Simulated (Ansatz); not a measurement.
**Geometry relaxation of MoS₂ (part 1 of 2)**

System: MoS₂ (P-6m2, 9 atoms in the cell).
Method: DFT PBEsol, scalar-relativistic, plane waves, PAW, no spin polarisation (Ansatz 0.2.0).

The structure derives from a Materials Project entry. Figures and captions count atoms from 1; the log counts them from 0 in places.

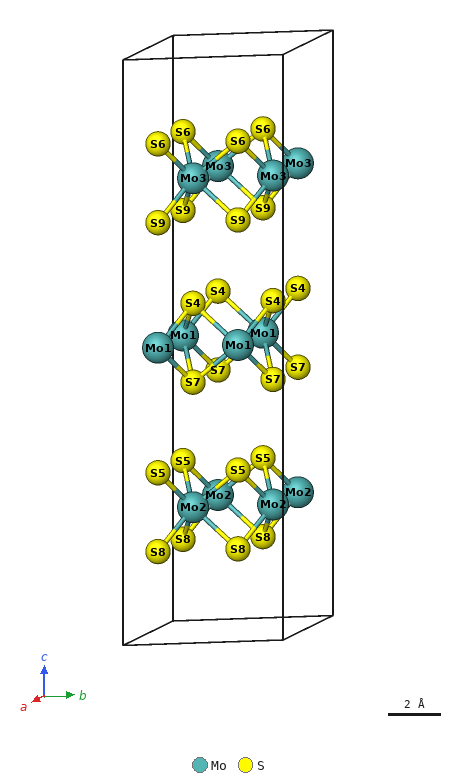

*The input geometry (ball-and-stick view of the 2 × 2 repeat of the cell, with the vacuum cut short, seen slightly off an axis; atoms are numbered from 1 in the order of the input). An atom can appear more than once, as a periodic image.*

Near neighbours in the periodic cell (some may lie outside the picture): Mo has 6 S at 2.41 Å; S has 3 Mo at 2.41 Å.

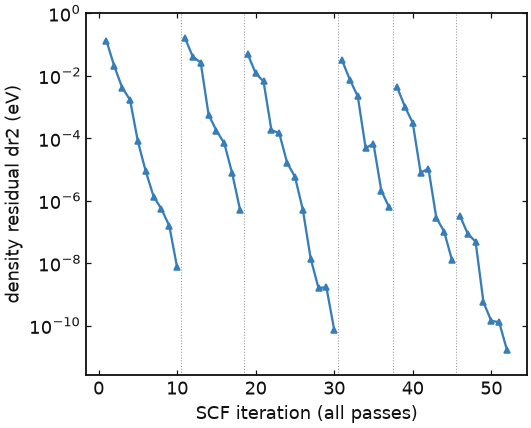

*Convergence of the self-consistent field: density residual dr2 against the SCF iteration. The dotted lines part the SCF passes of the relaxation: geometry steps, rejected trials and re-solves on a re-selected basis.*

The 6 passes take 7 to 12 iterations each, 52 in all.

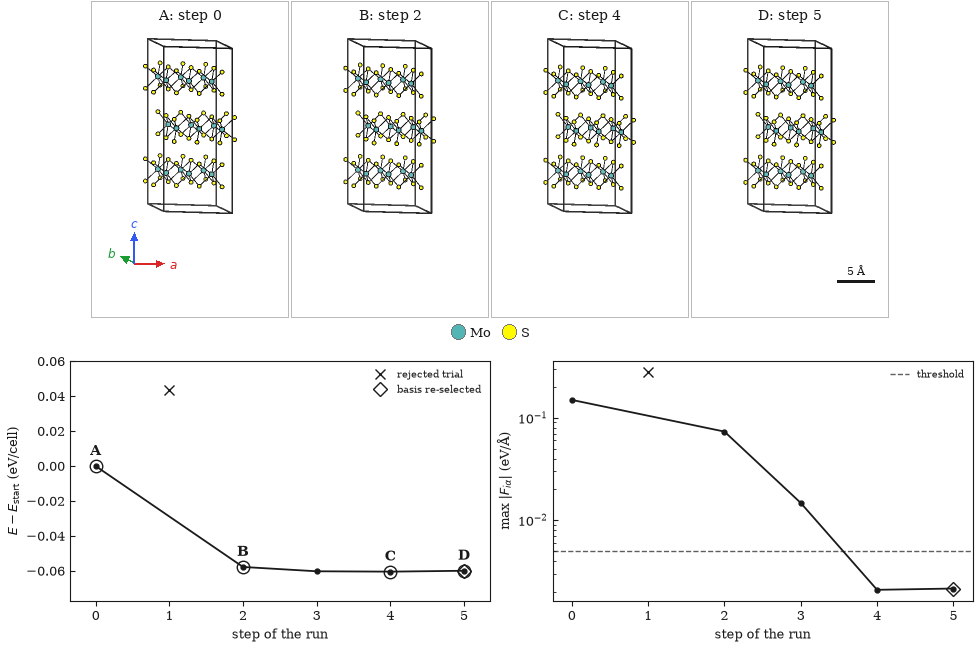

*Frames of the relaxation (ball-and-stick view of the 3 × 2 repeat of the cell, with the vacuum cut short, with bonded neighbours outside it, seen slightly off an axis) above the curves, on which the letters mark them (the first geometry is step 0 here and step 1 in the log).*

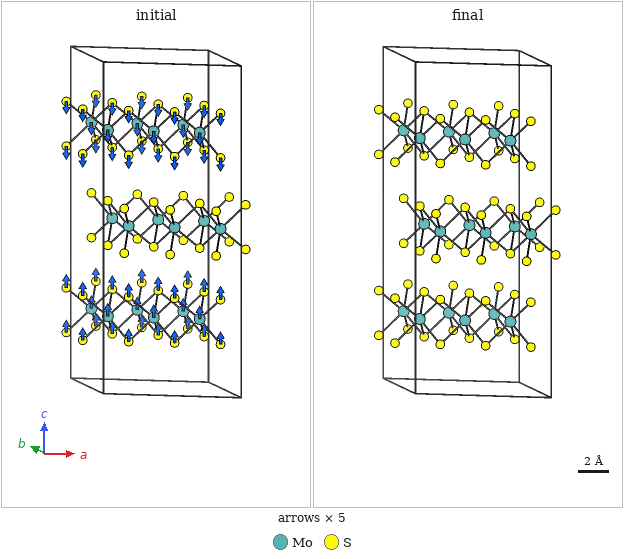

*Before (left) and after (right) the relaxation, at one scale (ball-and-stick view of the 3 × 2 repeat of the cell, with the vacuum cut short, with bonded neighbours outside it, seen slightly off an axis). The blue arrows give the displacements (without the part carried along by the change of the cell), magnified 5 times.*

The largest moves relative to the cell, 0.20 Å, are those of S5 and S9. Largest moves by element: S 0.20 Å, Mo 0.19 Å. In the plane the drawn cell goes a 9.552 → 9.422 Å (−1.4 %), b 6.368 → 6.281 Å (−1.4 %). Among the contacts that change: Mo1–S4 2.406 → 2.392 Å. The space group stays P-6m2 (No. 187). Over 4 geometry steps the energy falls by 60.4 meV per cell of the calculation. Largest force component: 0.15 eV/Å at the start, 0.0021 eV/Å at the end. The line search rejected the trial step at point 1 (counted from 0) and went back. A last SCF at the same geometry on a re-selected plane-wave basis shifts the energy by +0.5 meV per cell of the calculation. (Atoms are counted from 1 in the order of the input.)

The input that produced these results follows, with the program's output.

Input file
```yaml
crystal:
  lattice:
    - [3.1840155185, 0.0, 0.0]
    - [-1.5920077592, 2.757438325, 0.0]
    - [0.0, 0.0, 28.3873198]
  atoms:
    - { symbol: Mo, position: [0.66666667, 0.33333333, 0.0] }
    - { symbol: Mo, position: [0.33333333, 0.66666667, 0.77183523] }
    - { symbol: Mo, position: [0.33333333, 0.66666667, 0.22816477] }
    - { symbol: S, position: [0.33333333, 0.66666667, 0.05466588] }
    - { symbol: S, position: [0.66666667, 0.33333333, 0.82650691] }
    - { symbol: S, position: [0.66666667, 0.33333333, 0.28281249] }
    - { symbol: S, position: [0.33333333, 0.66666667, 0.94533412] }
    - { symbol: S, position: [0.66666667, 0.33333333, 0.71718751] }
    - { symbol: S, position: [0.66666667, 0.33333333, 0.17349309] }
basis:
  ecutwfc: 420
kpoints:
  mp_grid: { grid: [12, 12, 1] }
hamiltonian:
  xc: pbesol
scf:
  occupations: { method: gaussian, width: 0.02 }
output:
  forces: true
  stress: true
  eigenvalues: true
relax:
  adjacent_minimum: "off"
  f_tol: 0.005
  max_steps: 80
  cell: { stress_tol: 0.05 }
```

Launch command:
```bash
ansatz run input.yaml --threads 2 --pin off --max-ram 5120MiB --backend cpu --events-out ev --progress --plain --runs-dir out
```

The program's output
```
Engine: ansatz 0.2.0, x86_64-unknown-linux-gnu
Pseudopotentials: kind: paw
Pseudopotential: Mo, paw, valence charge 14, recommended cutoff 420 eV (normal), Mo.paw.azcp
Pseudopotential: S, paw, valence charge 6, recommended cutoff 420 eV (normal), S.paw.azcp
Functional definition: PBEsol
  exchange = pbesol_x
  correlation = pbesol_c
Crystal: 9 atoms, lattice volume = 249.233 Å³
Basis set: ecut = 420 eV, 4895 PW (Γ), exchange–correlation on 48×48×384 points (8 copies of the dense FFT grid, shifted against one another)
Bands: 48, of which v1, the nominal top of the filled ones, is band 39 counted from 1 (38 counted from 0)
Symmetry: 12 space group operations
Space group: P-6m2 (ITA 187), of the structure as read, at distance tolerance 6.3e-5 Å
k-points: 19 of 144 (time reversal used)
Non-local potential: Mo, projectors of the file, l = 0: 3, l = 1: 2, l = 2: 2, l = 3: 1
Non-local potential: S, projectors of the file, l = 0: 2, l = 1: 2, l = 2: 2
PAW form: soft (Blöchl's): semilocal exchange-correlation on the pseudo side does not see the compensation charge
PAW frozen core: Mo, regenerated for the run's functional, and the local potential with it (the file was generated under x = pbe(κ = 0.804, μ = 0.2195149727645171), c = pbe(β = 0.06672455060314922))
PAW frozen core: S, regenerated for the run's functional, and the local potential with it (the file was generated under x = pbe(κ = 0.804, μ = 0.2195149727645171), c = pbe(β = 0.06672455060314922))
PAW one-centre angular grid: Mo, 590 points (default); XC on 64 Gauss nodes
PAW one-centre angular grid: S, 110 points (default); XC on 64 Gauss nodes
Initial density: superposition of atomic densities (neutral atoms: chi_scale 0, normalization atom), corrected by the library's trained network
Initial wavefunctions: pseudopotential atomic-orbital guess
Functional: x = pbesol(κ = 0.804, μ = 0.12345679012345678), c = pbesol(β = 0.046)
SCF iter   1: F=—  HF=-20010.423103 eV  |F-HF|=—  |Δ(HF+E_count)|=         —  Δρ=5.77e-3  dr2=1.33e-1  ethr=1.77e-3  ⟨swp⟩=9.8  Hψ=4483  notcnv=0
preconditioner: auto → Resta (q_TF=auto, 2.248 Å⁻¹)  ε∞=6.1  [insulator: Δε(μ)=1.047 eV  Ē_g=7.682 eV  σ=0.020 eV  W_gap=1.00  n_scr=20 (ndim 8)  ℏωp=17.3 eV  f_vac=0.330  D(μ)=0.00/eV (n_scr^D=0)  ε∞_Penn≈6.1  vacuum switching on, ρ_ref=4.3e-3 e/Å³]
SCF iter   2: F=—  HF=-20010.420453 eV  |F-HF|=—  |Δ(HF+E_count)|=   2.65e-3  Δρ=3.14e-3  dr2=2.02e-2  ethr=1.71e-4  ⟨swp⟩=2.9  Hψ=1494  notcnv=0  defer=55
SCF iter   3: F=—  HF=-20010.421690 eV  |F-HF|=—  |Δ(HF+E_count)|=   1.24e-3  Δρ=1.69e-3  dr2=4.20e-3  ethr=2.59e-5  ⟨swp⟩=2.4  Hψ=1351  notcnv=0  defer=55
SCF iter   4: F=—  HF=-20010.423272 eV  |F-HF|=—  |Δ(HF+E_count)|=   1.58e-3  Δρ=7.32e-4  dr2=1.71e-3  ethr=5.38e-6  ⟨swp⟩=2.0  Hψ=1268  notcnv=0  defer=55
SCF iter   5: F=—  HF=-20010.423460 eV  |F-HF|=—  |Δ(HF+E_count)|=   1.88e-4  Δρ=1.91e-4  dr2=7.95e-5  ethr=2.19e-6  ⟨swp⟩=2.5  Hψ=1269  notcnv=0  defer=55
SCF iter   6: F=—  HF=-20010.423402 eV  |F-HF|=—  |Δ(HF+E_count)|=   5.81e-5  Δρ=3.69e-5  dr2=8.81e-6  ethr=1.02e-7  ⟨swp⟩=2.1  Hψ=1396  notcnv=0  defer=55
SCF iter   7: F=—  HF=-20010.423404 eV  |F-HF|=—  |Δ(HF+E_count)|=   2.27e-6  Δρ=1.10e-5  dr2=1.37e-6  ethr=1.13e-8  ⟨swp⟩=2.0  Hψ=1306  notcnv=0  defer=55
SCF iter   8: F=—  HF=-20010.423404 eV  |F-HF|=—  |Δ(HF+E_count)|=   2.38e-7  Δρ=9.14e-6  dr2=5.49e-7  ethr=1.76e-9  ⟨swp⟩=2.0  Hψ=1271  notcnv=0  defer=55
SCF iter   9: F=—  HF=-20010.423404 eV  |F-HF|=—  |Δ(HF+E_count)|=   4.76e-8  Δρ=4.83e-6  dr2=1.56e-7  ethr=7.04e-10  ⟨swp⟩=2.0  Hψ=1246  notcnv=0  defer=55
SCF iter  10: F=-20010.423404 eV  HF=-20010.423404 eV  |F-HF|=3.05e-9  |Δ(HF+E_count)|=   4.88e-9  Δρ=9.59e-7  dr2=7.33e-9  ethr=1.28e-10  ⟨swp⟩=11.1  Hψ=3809  notcnv=0
SCF 1 converged in 10 iterations: F = -20010.423404 eV  dr2 = 7.33e-9
  greatest PAW one-centre occupation: 0.999 electrons in one spin orbital (limit 2), on the Mo atom at site 0 (counted from 0), in its partial waves of l = 0
relax step   1: F+E_penalty+E_count = -20010.42340429 eV  Δ(F+E_penalty+E_count) = +0.000e0 eV  max|allowed force component| = 1.497e-1 eV/Å  Δτ_max = 0.0000 Å  P = -2.129 GPa  Ω = 249.233 Å³  (10 SCF iters, dr2 threshold 1.00e-7 eV, accepted)
Crystal: 9 atoms, lattice volume = 232.416 Å³
Basis set: ecut = 420 eV, 4499 PW (Γ), exchange–correlation on 48×48×384 points (8 copies of the dense FFT grid, shifted against one another)
Initial density: handed on by an earlier stage of this run
Initial wavefunctions: those handed on with the density
iter 1 solved again at ethr=2.03e-4 eV; its pass at ethr=3.10e-3 eV (dr2=1.58e-1 eV) is discarded
SCF iter   1: F=—  HF=-20010.422918 eV  |F-HF|=—  |Δ(HF+E_count)|=         —  Δρ=8.52e-3  dr2=1.62e-1  ethr=2.03e-4  ⟨swp⟩=2.7  Hψ=5423  notcnv=0
preconditioner: auto → Resta (q_TF=auto, 2.274 Å⁻¹)  ε∞=6.1  [insulator: Δε(μ)=1.282 eV  Ē_g=7.940 eV  σ=0.020 eV  W_gap=1.00  n_scr=20 (ndim 8)  ℏωp=17.9 eV  f_vac=0.326  D(μ)=0.00/eV (n_scr^D=0)  ε∞_Penn≈6.1  vacuum switching on, ρ_ref=4.6e-3 e/Å³]
SCF iter   2: F=—  HF=-20010.388796 eV  |F-HF|=—  |Δ(HF+E_count)|=   3.41e-2  Δρ=4.36e-3  dr2=4.06e-2  ethr=2.03e-4  ⟨swp⟩=3.1  Hψ=1388  notcnv=0  defer=8
SCF iter   3: F=—  HF=-20010.381960 eV  |F-HF|=—  |Δ(HF+E_count)|=   6.84e-3  Δρ=1.58e-3  dr2=2.67e-2  ethr=5.20e-5  ⟨swp⟩=3.5  Hψ=1969  notcnv=0  defer=5
SCF iter   4: F=—  HF=-20010.379799 eV  |F-HF|=—  |Δ(HF+E_count)|=   2.16e-3  Δρ=4.64e-4  dr2=5.75e-4  ethr=3.42e-5  ⟨swp⟩=3.1  Hψ=1329  notcnv=0  defer=6
SCF iter   5: F=—  HF=-20010.379800 eV  |F-HF|=—  |Δ(HF+E_count)|=   1.38e-6  Δρ=1.66e-4  dr2=1.77e-4  ethr=7.37e-7  ⟨swp⟩=3.3  Hψ=1977  notcnv=0  defer=2
SCF iter   6: F=—  HF=-20010.379792 eV  |F-HF|=—  |Δ(HF+E_count)|=   8.42e-6  Δρ=1.01e-4  dr2=6.95e-5  ethr=2.28e-7  ⟨swp⟩=2.1  Hψ=1269  notcnv=0
SCF iter   7: F=—  HF=-20010.379792 eV  |F-HF|=—  |Δ(HF+E_count)|=   8.31e-8  Δρ=4.05e-5  dr2=7.72e-6  ethr=8.90e-8  ⟨swp⟩=2.1  Hψ=1248  notcnv=0
SCF iter   8: F=-20010.379792 eV  HF=-20010.379792 eV  |F-HF|=1.28e-8  |Δ(HF+E_count)|=   7.00e-8  Δρ=9.96e-6  dr2=5.26e-7  ethr=1.15e-9  ⟨swp⟩=6.1  Hψ=4710  notcnv=0
SCF 2 converged in 8 iterations: F = -20010.379792 eV  dr2 = 5.26e-7
  greatest PAW one-centre occupation: 0.999 electrons in one spin orbital (limit 2), on the Mo atom at site 2 (counted from 0), in its partial waves of l = 0
relax step   2: F+E_penalty+E_count = -20010.37979172 eV  Δ(F+E_penalty+E_count) = +4.361e-2 eV  max|allowed force component| = 2.821e-1 eV/Å  Δτ_max = 0.1309 Å  P = +1.340 GPa  Ω = 232.416 Å³  energy of the carried Pulay correction = +8.699e-4 eV  (8 SCF iters, dr2 threshold 9.00e-7 eV, rejected (line search))
Crystal: 9 atoms, lattice volume = 241.339 Å³
Basis set: ecut = 420 eV, 4667 PW (Γ), exchange–correlation on 48×48×384 points (8 copies of the dense FFT grid, shifted against one another)
iter 1 solved again at ethr=6.68e-5 eV; its pass at ethr=3.10e-3 eV (dr2=5.21e-2 eV) is discarded
SCF iter   1: F=—  HF=-20010.492837 eV  |F-HF|=—  |Δ(HF+E_count)|=         —  Δρ=4.32e-3  dr2=4.87e-2  ethr=6.68e-5  ⟨swp⟩=3.0  Hψ=5080  notcnv=0
preconditioner: auto → Resta (q_TF=auto, 2.260 Å⁻¹)  ε∞=6.0  [insulator: Δε(μ)=1.279 eV  Ē_g=7.819 eV  σ=0.020 eV  W_gap=1.00  n_scr=20 (ndim 8)  ℏωp=17.6 eV  f_vac=0.330  D(μ)=0.00/eV (n_scr^D=0)  ε∞_Penn≈6.0  vacuum switching on, ρ_ref=4.4e-3 e/Å³]
SCF iter   2: F=—  HF=-20010.483378 eV  |F-HF|=—  |Δ(HF+E_count)|=   9.46e-3  Δρ=2.23e-3  dr2=1.21e-2  ethr=6.25e-5  ⟨swp⟩=3.1  Hψ=1360  notcnv=0  defer=6
SCF iter   3: F=—  HF=-20010.481666 eV  |F-HF|=—  |Δ(HF+E_count)|=   1.71e-3  Δρ=8.09e-4  dr2=6.62e-3  ethr=1.55e-5  ⟨swp⟩=2.7  Hψ=1699  notcnv=0  defer=6
SCF iter   4: F=—  HF=-20010.481104 eV  |F-HF|=—  |Δ(HF+E_count)|=   5.62e-4  Δρ=2.61e-4  dr2=1.85e-4  ethr=8.49e-6  ⟨swp⟩=2.3  Hψ=1117  notcnv=0  defer=8
SCF iter   5: F=—  HF=-20010.481130 eV  |F-HF|=—  |Δ(HF+E_count)|=   2.56e-5  Δρ=1.24e-4  dr2=1.46e-4  ethr=2.37e-7  ⟨swp⟩=3.2  Hψ=2063  notcnv=0  defer=1
SCF iter   6: F=—  HF=-20010.481119 eV  |F-HF|=—  |Δ(HF+E_count)|=   1.03e-5  Δρ=5.44e-5  dr2=1.65e-5  ethr=1.88e-7  ⟨swp⟩=2.0  Hψ=1115  notcnv=0  defer=1
SCF iter   7: F=—  HF=-20010.481143 eV  |F-HF|=—  |Δ(HF+E_count)|=   2.39e-5  Δρ=4.25e-5  dr2=5.85e-6  ethr=2.11e-8  ⟨swp⟩=2.1  Hψ=1576  notcnv=0  defer=1
SCF iter   8: F=—  HF=-20010.481136 eV  |F-HF|=—  |Δ(HF+E_count)|=   6.77e-6  Δρ=1.15e-5  dr2=5.24e-7  ethr=7.50e-9  ⟨swp⟩=2.1  Hψ=1330  notcnv=0  defer=1
SCF iter   9: F=—  HF=-20010.481136 eV  |F-HF|=—  |Δ(HF+E_count)|=   4.89e-8  Δρ=1.38e-6  dr2=1.42e-8  ethr=6.72e-10  ⟨swp⟩=2.2  Hψ=1582  notcnv=0  defer=1
SCF iter  10: F=—  HF=-20010.481136 eV  |F-HF|=—  |Δ(HF+E_count)|=   5.12e-9  Δρ=3.86e-7  dr2=1.60e-9  ethr=1.82e-11  ⟨swp⟩=2.0  Hψ=1389  notcnv=0  defer=1
SCF iter  11: F=—  HF=-20010.481136 eV  |F-HF|=—  |Δ(HF+E_count)|=  5.89e-10  Δρ=5.24e-7  dr2=1.72e-9  ethr=2.06e-12  ⟨swp⟩=2.0  Hψ=1413  notcnv=0  defer=1
SCF iter  12: F=-20010.481136 eV  HF=-20010.481136 eV  |F-HF|=3.27e-11  |Δ(HF+E_count)|=  2.36e-10  Δρ=1.42e-7  dr2=7.33e-11  ethr=1.00e-12  ⟨swp⟩=5.7  Hψ=4234  notcnv=0
SCF 3 converged in 12 iterations: F = -20010.481136 eV  dr2 = 7.33e-11
relax step   3: F+E_penalty+E_count = -20010.48113637 eV  Δ(F+E_penalty+E_count) = -5.773e-2 eV  max|allowed force component| = 7.334e-2 eV/Å  Δτ_max = 0.0628 Å  P = -0.395 GPa  Ω = 241.339 Å³  energy of the carried Pulay correction = +4.009e-4 eV  (12 SCF iters, accepted)
Crystal: 9 atoms, lattice volume = 239.589 Å³
Basis set: ecut = 420 eV, 4665 PW (Γ), exchange–correlation on 48×48×384 points (8 copies of the dense FFT grid, shifted against one another)
iter 1 solved again at ethr=4.01e-5 eV; its pass at ethr=3.10e-3 eV (dr2=3.13e-2 eV) is discarded
SCF iter   1: F=—  HF=-20010.490964 eV  |F-HF|=—  |Δ(HF+E_count)|=         —  Δρ=4.20e-3  dr2=3.11e-2  ethr=4.01e-5  ⟨swp⟩=2.8  Hψ=4511  notcnv=0
preconditioner: auto → Resta (q_TF=auto, 2.263 Å⁻¹)  ε∞=6.0  [insulator: Δε(μ)=1.212 eV  Ē_g=7.852 eV  σ=0.020 eV  W_gap=1.00  n_scr=20 (ndim 8)  ℏωp=17.6 eV  f_vac=0.330  D(μ)=0.00/eV (n_scr^D=0)  ε∞_Penn≈6.0  vacuum switching on, ρ_ref=4.5e-3 e/Å³]
SCF iter   2: F=—  HF=-20010.485050 eV  |F-HF|=—  |Δ(HF+E_count)|=   5.91e-3  Δρ=2.15e-3  dr2=7.48e-3  ethr=3.98e-5  ⟨swp⟩=2.8  Hψ=1324  notcnv=0  defer=8
SCF iter   3: F=—  HF=-20010.483850 eV  |F-HF|=—  |Δ(HF+E_count)|=   1.20e-3  Δρ=8.17e-4  dr2=2.20e-3  ethr=9.58e-6  ⟨swp⟩=2.4  Hψ=1768  notcnv=0  defer=6
SCF iter   4: F=—  HF=-20010.483652 eV  |F-HF|=—  |Δ(HF+E_count)|=   1.99e-4  Δρ=1.39e-4  dr2=4.88e-5  ethr=2.82e-6  ⟨swp⟩=2.2  Hψ=1082  notcnv=0  defer=1
SCF iter   5: F=—  HF=-20010.483624 eV  |F-HF|=—  |Δ(HF+E_count)|=   2.80e-5  Δρ=1.09e-4  dr2=6.75e-5  ethr=6.25e-8  ⟨swp⟩=2.7  Hψ=1650  notcnv=0  defer=1
SCF iter   6: F=—  HF=-20010.483615 eV  |F-HF|=—  |Δ(HF+E_count)|=   8.89e-6  Δρ=1.79e-5  dr2=2.07e-6  ethr=6.25e-8  ⟨swp⟩=2.0  Hψ=1224  notcnv=0  defer=1
SCF iter   7: F=-20010.483615 eV  HF=-20010.483615 eV  |F-HF|=4.33e-7  |Δ(HF+E_count)|=   3.54e-7  Δρ=9.23e-6  dr2=6.14e-7  ethr=9.25e-10  ⟨swp⟩=10.4  Hψ=4322  notcnv=0
SCF 4 converged in 7 iterations: F = -20010.483615 eV  dr2 = 6.14e-7
```
